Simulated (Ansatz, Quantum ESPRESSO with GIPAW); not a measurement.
# From 29Si NMR to local structure in SiC

A crystal of composition SiC (one database entry, not always the ambient form) has the 29Si spectrum and parameters below, calculated by GIPAW (PBEsol; shifts against TMS, scatter of the reference line 4 ppm; spans on the shift scale).

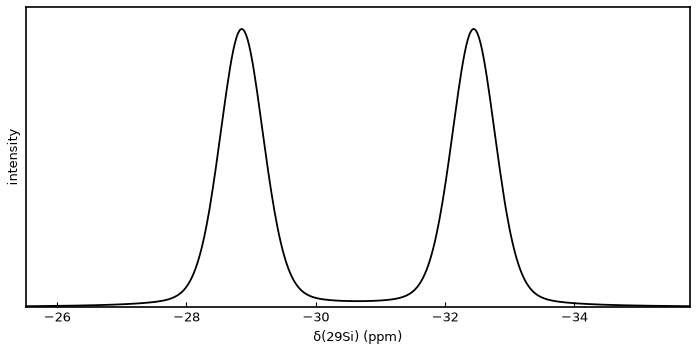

Simulated spectrum: 29Si MAS at 15 kHz, 9.4 T (79.6 MHz), lines broadened by 0.8 ppm; rigid lattice, with dipolar and J couplings left out. Lines over 1.5 % of the strongest (ppm: area): -28.9: 1.00, -32.4: 1.00.

```
line  δ_iso (ppm)  relative area  span (ppm)   skew
   A        -28.9              1         9.8  -1.00
   B        -32.4              1         7.2   1.00
```

**Question.** What do these values say of the surroundings and site symmetry of Si?

A and B: skew ±1 point to an axis of order three or more.  The structure behind these values (space group P6_3mc; other structures could give like values):

| line | surroundings | neighbours | bonds (Å) | site symmetry |
| --- | --- | --- | --- | --- |
| A | SiC4 | 4 | 1.88 to 1.89 | 3m |
| B | SiC4 | 4 | 1.88 to 1.89 | 3m |

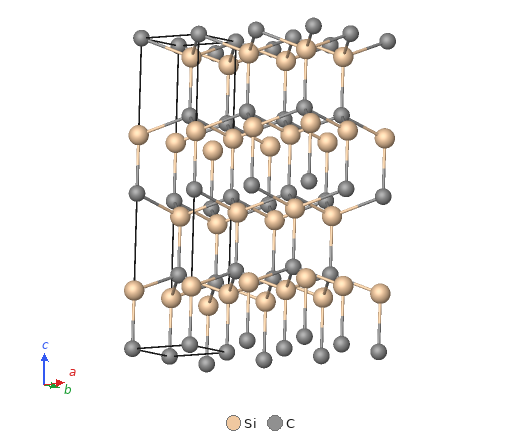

The structure (silicon light orange, carbon grey). Bonds to atoms that aren't drawn are left out. 3×2×1 cells are drawn. Some periodic images of atoms are drawn too.

[Banner, clock, file and message-heading lines were taken out of the pw.x and gipaw.x logs.]

[Logs are printed without paths, hosts, clocks, repeated set-up lines and the standing remarks that a program may print on its own settings, such as how far it seeks lower states.]

[Hosts, paths, dates, database ids (printed as entryN), source tags and the programs' standing remarks are cut or masked in the printed files.]
